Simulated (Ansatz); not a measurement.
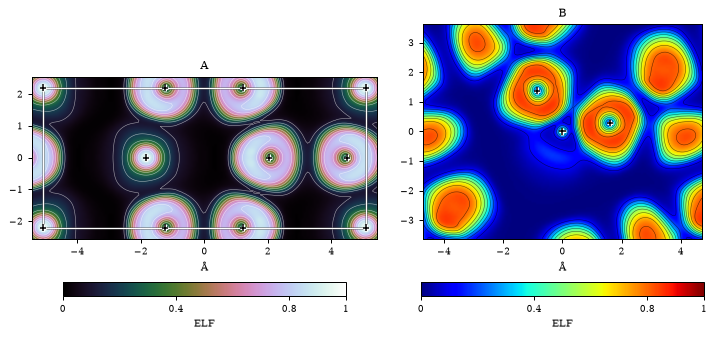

The ELF of 2 systems, each on a plane through atoms (crosses mark nuclei in the plane).

These are results of Kohn-Sham DFT of a periodic cell, PBE, Ansatz PAW in Ansatz, not measurements.

System 1: CuO2, the (100) plane of the conventional cell. Space group Cmcm; a structure from a database of computed crystals, not necessarily the ambient phase.

```
Cu O
1.0
     2.79963    0.00000    0.00000
     0.00000   10.17496    0.00000
     0.00000    0.00000    4.40839
Cu O
4 8
Direct
  0.00000 0.84043 0.75000
  0.50000 0.34043 0.75000
  0.00000 0.15957 0.25000
  0.50000 0.65957 0.25000
  0.00000 0.21836 0.75000
  0.50000 0.71836 0.75000
  0.00000 0.78164 0.25000
  0.50000 0.28164 0.25000
  0.00000 0.45972 0.75000
  0.50000 0.95972 0.75000
  0.00000 0.54028 0.25000
  0.50000 0.04028 0.25000
```

System 2: SiO2, the (111) plane of the conventional cell. Space group P4₃2₁2; a structure from a database of computed crystals, not necessarily the ambient phase.

Question: Match each panel to its system.

Answer: Panel A is system 1, CuO2: the plane holds Cu and O. Panel B is system 2, SiO2: the plane holds Si and O. Si–O (1.62 Å): the ELF peaks at about 0.85 between the atoms, as expected for a polar covalent bond.
